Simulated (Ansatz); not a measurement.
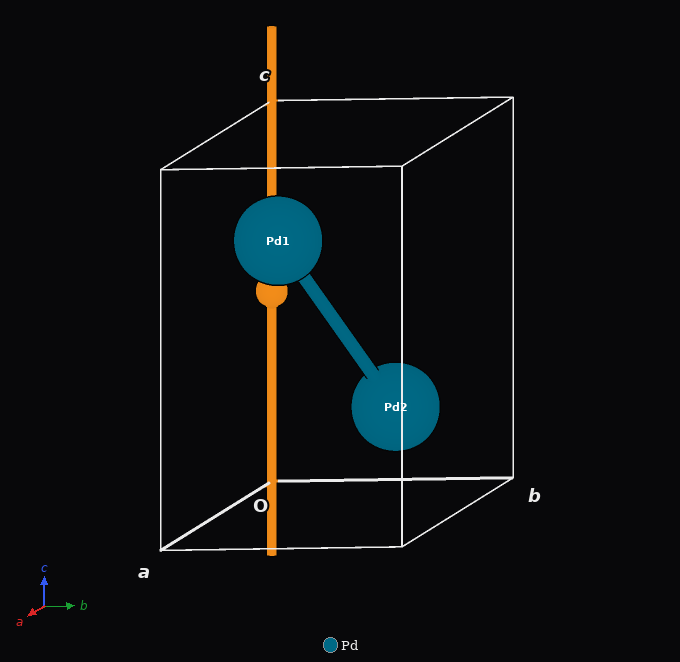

The coloured rod is the axis of a symmetry operation of the crystal, the small sphere its inversion point. Crystal: Pd, the input geometry of an electronic-structure calculation (not necessarily at equilibrium). Geometry calculated from the standardised cell; symmetry tolerance 0.002 Å.

a = 2.777 Å, b = 2.777 Å, c = 4.621 Å, α = 90.00°, β = 90.00°, γ = 120.00°.

| atom | x | y | z |
| --- | --- | --- | --- |
| Pd1 | 0.6667 | 0.3333 | 0.7500 |
| Pd2 | 0.3333 | 0.6667 | 0.2500 |

Take the operation x, y, z → x−y, x, −z+1.

> What kind of operation is it, and where does it lie?

It is a −3 rotoinversion axis with its inversion point at (0, 0, 1/2), along [0 0 1].

> Onto which atom does it carry each atom (up to whole multiples of a, b and c)?

Pd1 → Pd2, Pd2 → Pd1.
